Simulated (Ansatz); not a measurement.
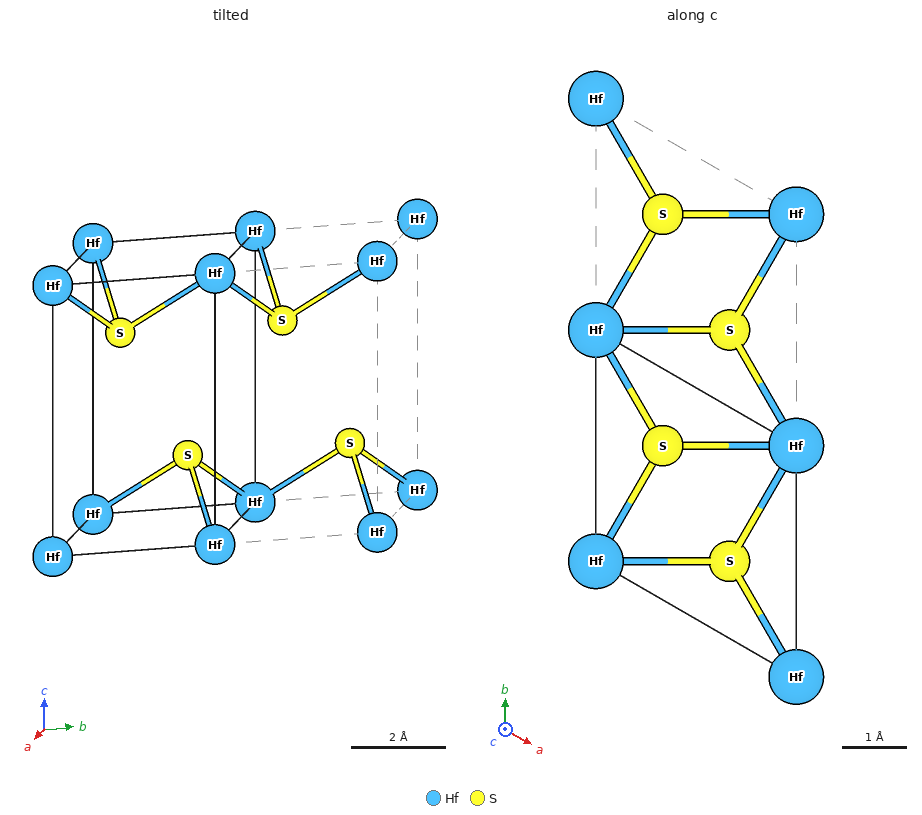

The image is a ball-and-stick drawing of a crystal, viewed slightly off an axis and along the c axis. The solid box is one conventional unit cell, and 1×2×1 cells are shown. Cell: a = 3.632 Å, b = 3.632 Å, c = 6.030 Å, α = 90.00°, β = 90.00°, γ = 120.00°.

Characterise what is shown.

The structure is one of HfS₂. It belongs to space group P-3m1 (No. 164) and has a primitive hexagonal lattice. In terms of structure types, this is cadmium iodide (CdI₂, 1T) type. In the cell are 1 Hf, 2 S, which makes 1 formula unit. The Hf atoms are each bonded to six S in an octahedral arrangement at about 2.6 Å. S bonds to three Hf in a trigonal pyramidal arrangement at about 2.6 Å. Not all metal-metal contacts are counted. The bonds build HfS2 layers parallel to (001).

Origin of the cell: a structure listed in the Materials Project. It was relaxed at fixed volume with Ansatz 0.2.0, DFT PBE+D3(BJ), scalar-relativistic, plane waves, PAW.
